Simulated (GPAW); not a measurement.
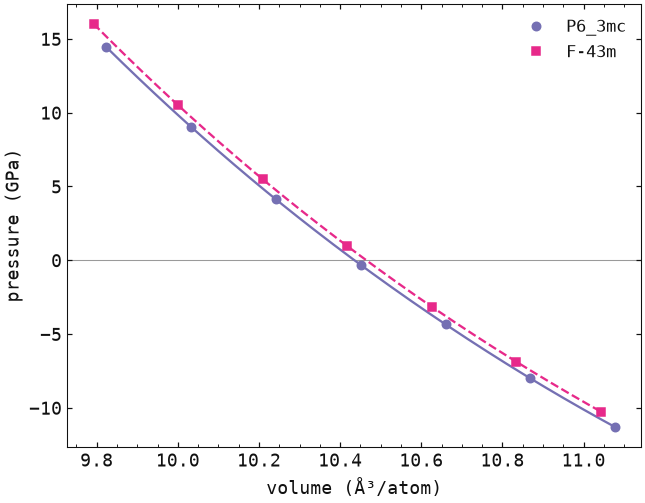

The plot gives the computed pressure against volume, with one curve for each structure, for AlN.

Method: PAW DFT in plane waves, on a grid or in atomic orbitals, no spin polarisation; energies at scaled volumes of the given cell, shape and fractions fixed, counted from the fit's minimum, third-order Birch-Murnaghan fit (GPAW 26.7.0). Level: r2SCAN.

- occupations: Fermi–Dirac
- smearing width: 0.05 eV
- potentials: GPAW PAW data sets (gpaw data 1.2.1)
- wave cutoff: 800 eV

Settings that differ: P6_3mc: k mesh 8×8×5; F-43m: k mesh 10×10×10.

The numbers behind the figure:

P6_3mc:
```json
{"volume (Å³/atom)": "9.82", "pressure (GPa)": "14.44"}
{"volume (Å³/atom)": "10.03", "pressure (GPa)": "9.03"}
{"volume (Å³/atom)": "10.24", "pressure (GPa)": "4.12"}
{"volume (Å³/atom)": "10.45", "pressure (GPa)": "-0.32"}
{"volume (Å³/atom)": "10.66", "pressure (GPa)": "-4.35"}
{"volume (Å³/atom)": "10.87", "pressure (GPa)": "-8.01"}
{"volume (Å³/atom)": "11.08", "pressure (GPa)": "-11.31"}
```

F-43m:
```json
{"volume (Å³/atom)": "9.79", "pressure (GPa)": "16.02"}
{"volume (Å³/atom)": "10.00", "pressure (GPa)": "10.50"}
{"volume (Å³/atom)": "10.21", "pressure (GPa)": "5.49"}
{"volume (Å³/atom)": "10.42", "pressure (GPa)": "0.96"}
{"volume (Å³/atom)": "10.63", "pressure (GPa)": "-3.15"}
{"volume (Å³/atom)": "10.83", "pressure (GPa)": "-6.88"}
{"volume (Å³/atom)": "11.04", "pressure (GPa)": "-10.26"}
```

Caveats: shape and atomic fractions are frozen while scaling, which makes layered, chain and framework solids too stiff.
